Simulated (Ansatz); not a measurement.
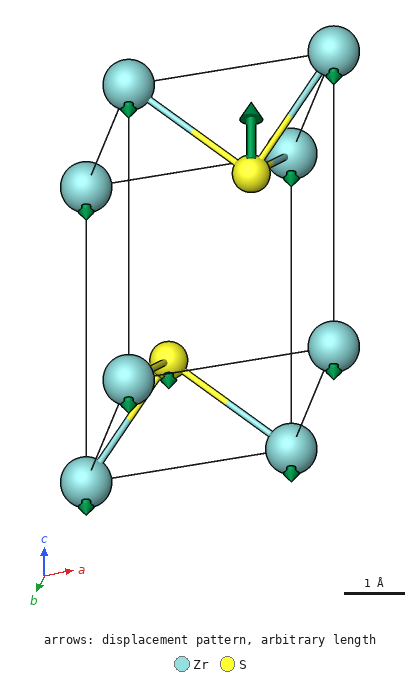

Normal modes of a crystal of ZrS$_{2}$ relaxed at 1 GPa, at the zone centre. The optical levels lie at 162 (×2), 252 (×2), 327 (×2) cm⁻¹. One mode is drawn. The green arrows are the displacements of the atoms (eigenvector over the root of the mass), of arbitrary overall length and sign. A ball-and-stick model of the cell of the calculation, seen from a free direction.

All numbers below come from DFT PBE+D3(BJ), scalar-relativistic, plane waves, PAW (Ansatz). Settings: plane-wave cutoff 420 eV; k-point mesh 12 × 12 × 6; occupations fixed; target pressure 1 GPa; no spin polarisation.

Frequencies are those without the non-analytic (LO–TO) term.

To which level does it belong?

The level at 327 cm⁻¹. This is a doubly degenerate mode (one member of the set is drawn), the highest optical level. All motion is along c; the kinetic energy is shared as S 85 %, Zr 15 %.
